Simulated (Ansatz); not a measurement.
System: Rh, space group Fm-3m (No. 225).

Starting cell:
```
CELL_PARAMETERS angstrom
0.00000 1.90155 1.90155
1.90155 0.00000 1.90155
1.90155 1.90155 0.00000
ATOMIC_POSITIONS crystal
Rh 0.00000 0.00000 0.00000
```

Computed with Ansatz 0.2.0: biaxial strain in the xy plane and strain along z of a crystal, fractional coordinates fixed, by plane-wave density functional theory with PAW datasets, free energies less that of the undisturbed cell. Level: PBEsol, no spin polarisation.

wave cutoff 420 eV; k mesh 22×22×22; occupations Gaussian; smearing width 0.15 eV; k shift (0, 0, 0) (mesh steps); start as given.

Describe the result: the map of the energy change over strain zz and strain xx = yy. The grid: strain zz −0.05, −0.025, 0, 0.025, 0.05 ; strain xx = yy −0.05, −0.025, 0, 0.025, 0.05.

At the origin the energy is lower than all eight neighbouring grid points, so a minimum lies at or close to the given structure. The energy change is least, 0 meV/atom, at strain zz of 0 and strain xx = yy of 0, and largest, 279 meV/atom, at strain zz of 0.05 and strain xx = yy of 0.05. Near the origin the softest direction lies along strain zz, turned by about 22° so that strain xx = yy takes the opposite sign; the curvature across the valley is 5.0 times that along it.

Energy change (meV/atom); rows strain xx = yy, columns strain zz:
```json
{"": "-0.05", "-0.05": "260", "-0.025": "171", "0": "116", "0.025": "92", "0.05": "94"}
{"": "-0.025", "-0.05": "97", "-0.025": "40", "0": "15", "0.025": "16", "0.05": "39"}
{"": "0", "-0.05": "30", "-0.025": "1", "0": "0", "0.025": "22", "0.05": "63"}
{"": "0.025", "-0.05": "38", "-0.025": "33", "0": "53", "0.025": "92", "0.05": "148"}
{"": "0.05", "-0.05": "104", "-0.025": "120", "0": "157", "0.025": "211", "0.05": "279"}
```

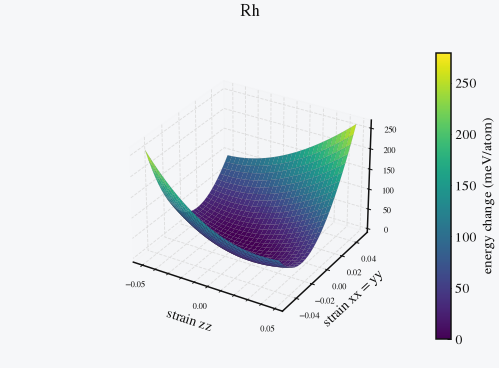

Limits of the calculation: reference crystal is not relaxed.
